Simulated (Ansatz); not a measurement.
Al$_{48}$N$_{47}$: several calculations on one system

**1. Relaxation**

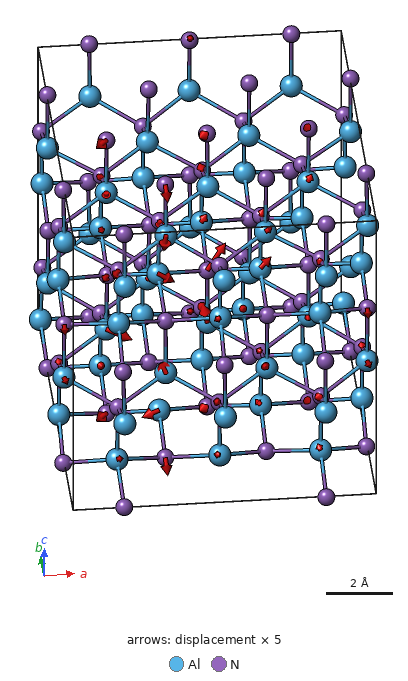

This is a relaxation of a defect cell of composition Al₄₈N₄₇ (cell charge −1). The starting structure is drawn; red arrows show the displacements, 5 times their true length.

Style: ball-and-stick. Shown: the cell of the calculation (origin shifted), from a free direction.

The atoms of the start lie slightly off their symmetric places, so part of the fall in energy undoes that.

These are results of DFT, PBEsol, PAW, plane waves (Ansatz 0.2.0), not measurements. Set-up: plane-wave cutoff 420 eV; k-point mesh 1 × 1 × 1; mesh shifted by (0.25, 0.25, 0.25); no spin polarisation; atoms relaxed in a fixed cell; force threshold 0.03 eV/Å; at most 80 steps.

### Describe the change and its energy.

Over 6 geometry steps the energy falls by 1.991 eV per cell of the calculation. Largest force component: 2.1 eV/Å at the start, 0.019 eV/Å at the end. The atom that moves furthest is an N atom (0.21 Å along [2 1 3]). By element the largest moves are N 0.21 Å, Al 0.18 Å. The cell stays as it was. Among the contacts that change: Al–N 1.790 → 1.897 Å, Al–N 1.863 → 1.946 Å, Al–N 1.920 → 1.841 Å, Al–N 1.834 → 1.900 Å. Among the angles between lasting bonds that change: Al–N–Al 106.4° → 94.6°, N–Al–N 109.4° → 117.3°, Al–N–Al 107.1° → 99.5°. Cost: 9.9 s on 1 × NVIDIA GB300 Max-Q with 8 threads of Arm Neoverse-V2, peak memory 2 GiB.

Limits of the set-up: the cell is charged, on a uniform background, and energies carry no finite-size correction.

**2. Relaxation**

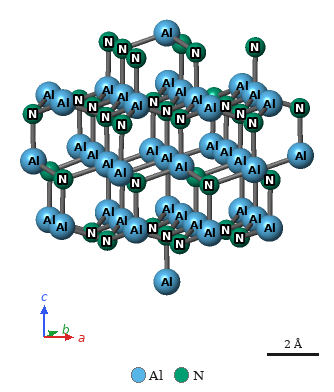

A defect cell of composition Al48N47, before the relaxation. A ball-and-stick model of the atoms within 5.8 Å of the atom that moves most (axes of the cell of the calculation), seen slightly off an axis.

The atoms of the start lie slightly off their symmetric places, so part of the fall in energy undoes that.

The calculation used DFT, PBEsol, PAW, plane waves (Ansatz).

Set-up: plane-wave cutoff 420 eV; k-point mesh 1 × 1 × 1; mesh shifted by (0.25, 0.25, 0.25); collinear spin; atoms relaxed in a fixed cell; force threshold 0.03 eV/Å; at most 80 steps.

```xyz
95
Lattice="9.3414 0.0000 0.0000 0.0000 10.7866 0.0000 0.0000 0.0000 9.9671" Properties=species:S:1:pos:R:3 pbc="T T T"
Al    1.5276    0.8971    2.4929
Al    1.5798    0.8949    7.4612
Al    0.0139    3.5892    2.4356
Al    9.3395    3.6179    7.4328
Al    4.6721    0.9207    2.4594
Al    4.6972    0.9262    7.4522
Al    3.0803    3.6125    2.4895
Al    3.1282    3.5937    7.4685
Al    1.5536    6.2681    2.5126
Al    1.5349    6.2776    7.4372
Al    0.0079    8.9701    2.4765
Al    9.3193    8.9720    7.4560
Al    7.7795    0.9309    2.4571
Al    7.8129    0.8931    7.4596
Al    6.2471    3.5842    2.4590
Al    6.2637    3.6071    7.4638
Al    4.6448    6.2646    2.4736
Al    4.6131    6.3171    7.4289
Al    3.1025    9.0195    2.4354
Al    3.1103    8.9938    7.4751
Al    7.7743    6.2663    2.4673
Al    7.7619    6.2776    7.4519
Al    6.2324    8.9682    2.4777
Al    6.2241    9.0351    7.4572
Al    9.3373    1.8116    4.9645
Al    0.0068    1.7902    9.9506
Al    3.1405    1.7916    4.9512
Al    3.1452    1.8102    9.9552
Al    1.5328    4.5156    5.0050
Al    1.5516    4.4988    9.9521
Al    0.0074    7.2376    4.9803
Al    9.3263    7.1799    9.9250
Al    6.2445    1.8394    4.9666
Al    6.2009    1.7983    0.0157
Al    4.6726    4.5084    4.9719
Al    4.6797    4.4859    0.0281
Al    3.0980    7.1796    4.9445
Al    3.1053    7.1751    9.9363
Al    1.5700    9.8877    4.9765
Al    1.5608    9.8657    9.9262
Al    7.7848    4.4668    4.9748
Al    7.7383    4.4718    9.9457
Al    6.2201    7.1619    5.0015
Al    6.2365    7.1951    9.9390
Al    4.6429    9.9050    4.9250
Al    4.6402    9.8691    9.9513
Al    7.7907    9.8974    4.9475
Al    7.7730    9.9117    9.9605
N     0.0107    1.8014    1.8651
N     9.3187    1.7827    6.8521
N     3.1236    1.8115    1.8947
N     3.0849    1.7912    6.8485
N     1.5096    4.4916    1.8888
N     1.5454    4.5210    6.9236
N     0.0105    7.2130    1.8722
N     9.3370    7.1892    6.8862
N     6.2112    1.7549    1.8722
N     6.2197    1.8227    6.8726
N     4.6601    4.5121    1.8734
N     4.6671    4.5044    6.8653
N     3.1135    7.1909    1.8607
N     3.1393    7.1877    6.9067
N     1.5641    9.8883    1.8794
N     1.5933    9.9092    6.8783
N     7.7686    4.4939    1.9156
N     7.7995    4.5037    6.8712
N     6.2146    7.2207    1.8915
N     6.2182    7.2084    6.8663
N     4.6881    9.8874    1.8874
N     4.7224    9.9141    6.8769
N     7.7843    9.8901    1.9078
N     7.8088    9.9145    6.9114
N     1.5886    0.8949    4.3873
N     1.5478    0.9046    9.3564
N     0.0319    3.6407    4.3702
N     0.0232    3.6232    9.3909
N     4.6772    0.8888    4.3583
N     4.6836    0.8837    9.3500
N     3.1135    3.6234    4.3825
N     3.1272    3.5821    9.4002
N     1.5659    6.2998    4.3531
N     1.5688    6.2942    9.3524
N     9.3130    8.9695    4.3880
N     9.3177    8.9964    9.3870
N     7.7677    0.9233    4.3760
N     7.7853    0.8646    9.3577
N     6.2340    3.6084    4.3708
N     6.2369    3.5936    9.3626
N     4.6634    6.2853    9.3731
N     3.1139    8.9603    4.3769
N     3.1401    8.9904    9.3743
N     7.7939    6.2860    4.3880
N     7.7816    6.2800    9.3604
N     6.2304    9.0020    4.3479
N     6.2472    9.0129    9.3527
```

> What does the optimiser find from here?

Over 6 geometry steps the energy falls by 1.372 eV per cell of the calculation. The largest force component goes from 1.9 to 0.0099 eV/Å. The largest move is that of Al35, 0.11 Å along [3 1 1]. Largest moves by element: Al 0.11 Å, N 0.11 Å. The lattice vectors keep their values. Among the contacts that change: Al18–N62 1.790 → 1.897 Å, Al36–N59 1.846 → 1.921 Å, Al20–N70 1.950 → 1.886 Å, Al9–N81 1.841 → 1.905 Å. Among the angles between lasting bonds that change: Al35–N87–Al41 111.2° → 106.2°, N62–Al10–N82 104.9° → 109.6°, N59–Al17–N67 111.4° → 107.0°. The run took 16 s on 1 × NVIDIA GB300 Max-Q with 8 threads of Arm Neoverse-V2, peak memory 2 GiB.

Step by step:

```tsv
step	E − E(0), meV/atom	largest force component, eV/Å
0	0.00	1.8891
1	-9.76	1.0440
2	-13.98	0.1984
3	-14.28	0.1182
4	-14.41	0.0527
5	-14.43	0.0408
6	-14.44	0.0099
```

The end point in the same view:

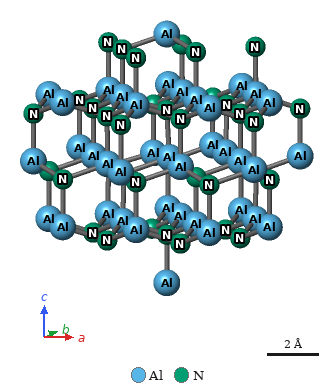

**3. Defect**

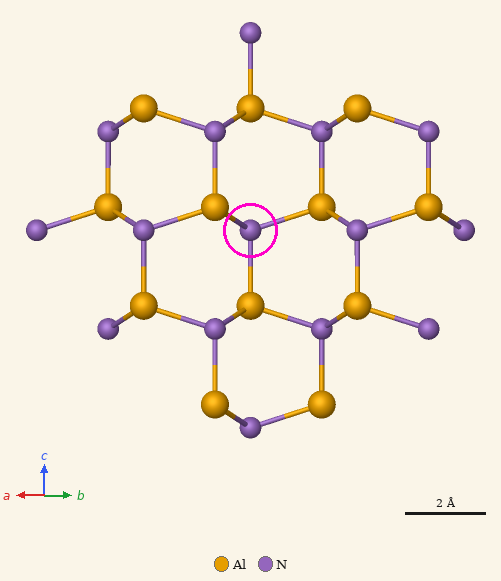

Perfect AlN. A ball-and-stick model of the atoms within 5.4 Å of one point, in a slice 5.0 Å thick across the line of sight, seen along [110].

All numbers below come from Ansatz, DFT, PBEsol, PAW, plane waves. Set-up: plane-wave cutoff 420 eV; k-point mesh 1 × 1 × 1; mesh shifted by (0.25, 0.25, 0.25); no spin polarisation. Fermi-Dirac smearing of 0.01 eV. A uniform background neutralises the charged cell. The axes drawn are those of the host's conventional cell.

A nitrogen atom is taken out (a vacancy) at the ringed place, in charge state +3. The supercell has 96 sites, and the atoms are relaxed at the host's cell.

> Predict the relaxed surroundings of the defect.

Around the empty N site the host had 4 Al at 1.89 to 1.91 Å; after relaxation the nearest atoms are 4 Al at 2.28 to 2.55 Å. Of the host's atoms, an aluminium atom moves furthest from its site, by 0.64 Å.

The relaxed defect, seen from the same direction:

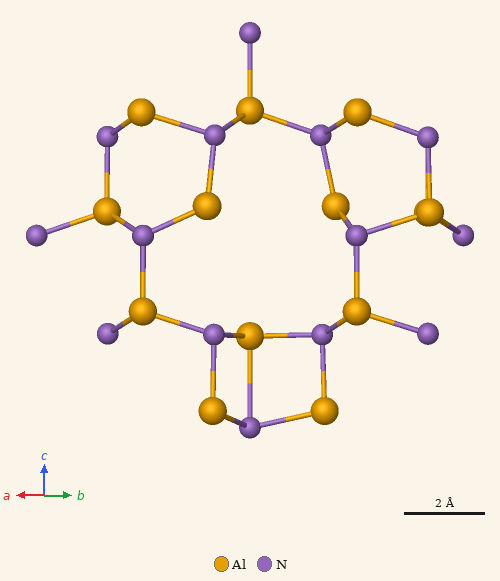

Limits of the set-up: the cell is charged, on a uniform background, and energies carry no finite-size correction.

**4. Defect**

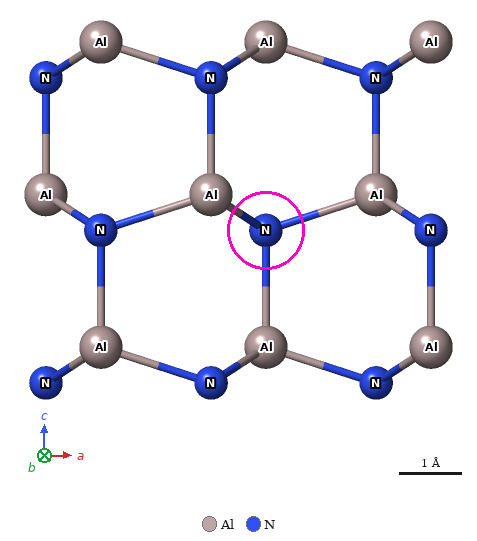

Perfect AlN. A ball-and-stick model of the atoms within 4.6 Å of one point, in a slice 4.2 Å thick across the line of sight, seen along the b axis.

The calculation used DFT, PBEsol, PAW, plane waves (Ansatz 0.2.0). Set-up: plane-wave cutoff 420 eV; k-point mesh 1 × 1 × 1; mesh shifted by (0.25, 0.25, 0.25); collinear spin. Fermi-Dirac smearing of 0.01 eV. The axes drawn are those of the host's conventional cell.

A nitrogen atom is taken out (a vacancy) at the ringed place, in charge state 0. The supercell has 96 sites, and the atoms are relaxed at the host's cell.

> How do the neighbours respond?

Around the empty N site the host had 4 Al at 1.89 to 1.91 Å; after relaxation the nearest atoms are 4 Al at 1.84 to 1.92 Å. Of the host's atoms, an aluminium atom moves furthest from its site, by 0.12 Å. The cell's net moment is 1.00 μB.

The relaxed defect, seen from the same direction:

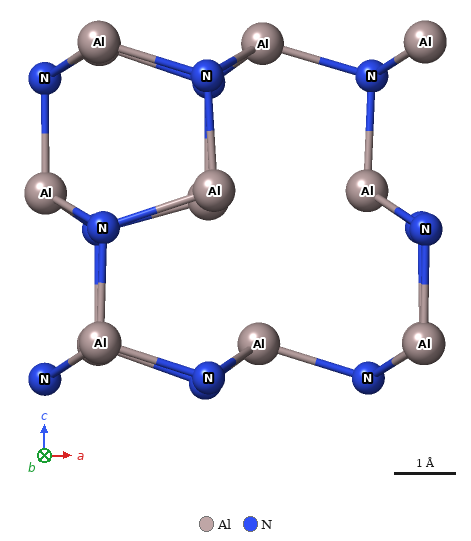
